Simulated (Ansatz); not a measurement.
Cd

```
Cd
1.0
     2.51735   -2.51735    0.00000
     2.51735    2.51735    0.00000
     0.00000    0.00000    3.42209
Cd
2
Cartesian
  0.0000 0.0000 0.0000
  2.5174 0.0000 1.7110
```

Space group I4/mmm; a structure from a database of computed crystals, not necessarily the ambient phase; computed pressure about 3 GPa in this cell.

The calculation used Ansatz, DFT PBE, scalar-relativistic, plane waves, PAW.

What will maps of the valence pseudo-density and electron localisation function show?

Cd–Cd (3.04 Å): the density is about 0.17 e/Å³ at the midpoint; the ELF is about 0.20 at the midpoint; no shared electron pair shows on this line.

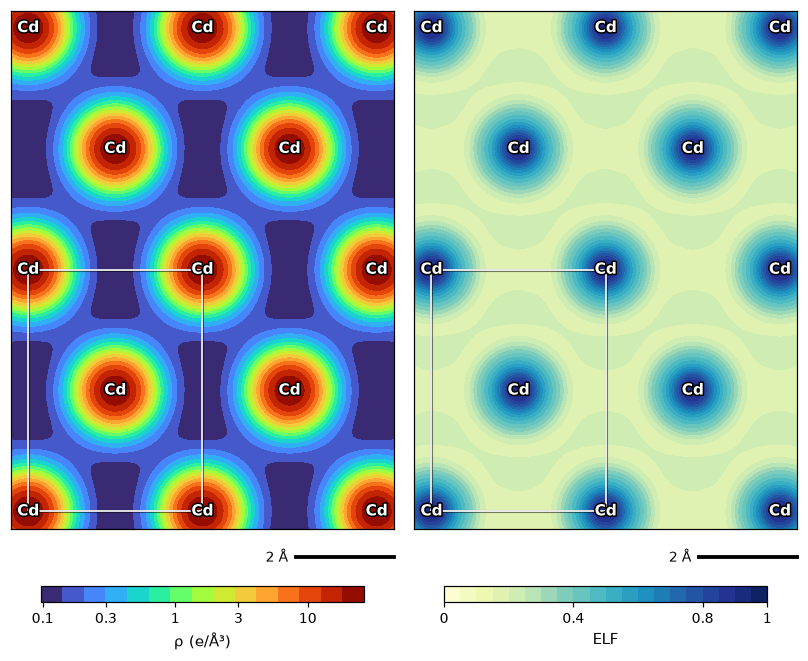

Computed valence pseudo-density and electron localisation function on the (101̄) plane of the conventional cell, in this order. 
